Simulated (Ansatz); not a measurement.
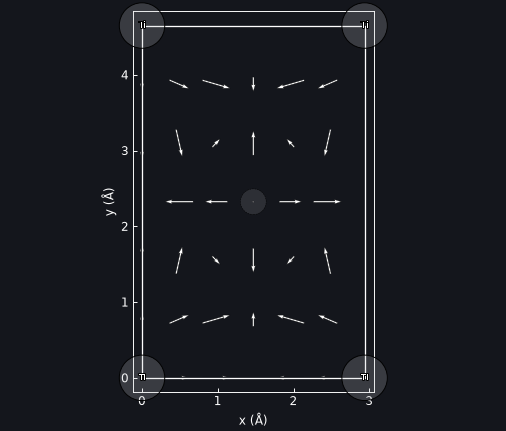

S on a Ti(100) slab cut from the P6_3/mmc phase, its upper half relaxed before the scan (12 atoms of substrate and one adsorbate in a 2 × 1 cell). S is moved over the surface cell; relaxed at each place: the height of the adsorbate's atoms; substrate rigid; the origin of the map has the adsorbate above Ti11. Places are given modulo a cell vector. The map is drawn in real space over the plane of the surface. The scan uses a 6 × 6 grid; 16 points were computed and 20 follow by symmetry. Places are given in fractions of the 1 × 1 surface cell. All numbers below come from DFT PBE, scalar-relativistic, plane waves, PAW (Ansatz 0.2.0). Settings: cutoff 420 eV, k-mesh 5×6×1, gaussian smearing 0.1 eV, no spin polarisation.

In the figure: arrows along the force (downhill), their lengths compressed, labelled circles for the atoms of the top layer and small ones for the second layer, the outline of one cell of the plane.

> The arrows alone are given. Where are the wells?

The arrows converge at the trough between two rows of top atoms, (0/6, 3/6) of the cell vectors; about (0.50, 0.22) of the cell vectors (0.50 eV up); about (0.50, 0.78) of the cell vectors (0.50 eV up) (read from the interpolated surface).

The energy map of the same scan:

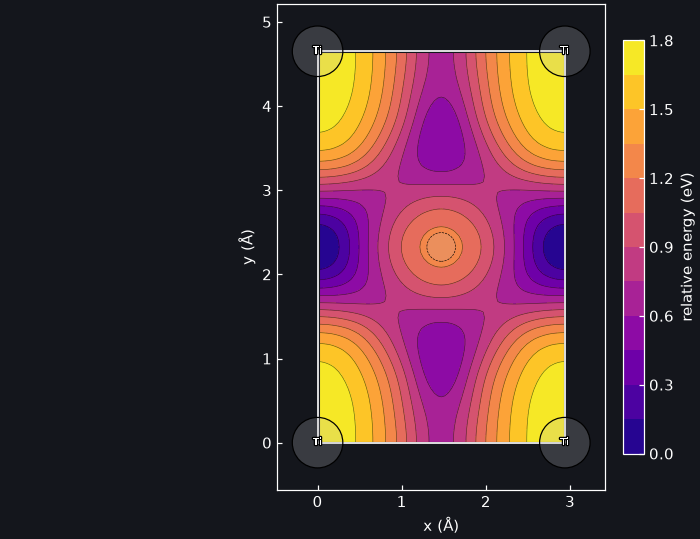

Energies are in eV, from the lowest grid point; between grid points the surface is interpolated.

PAW datasets: the set soft_1.
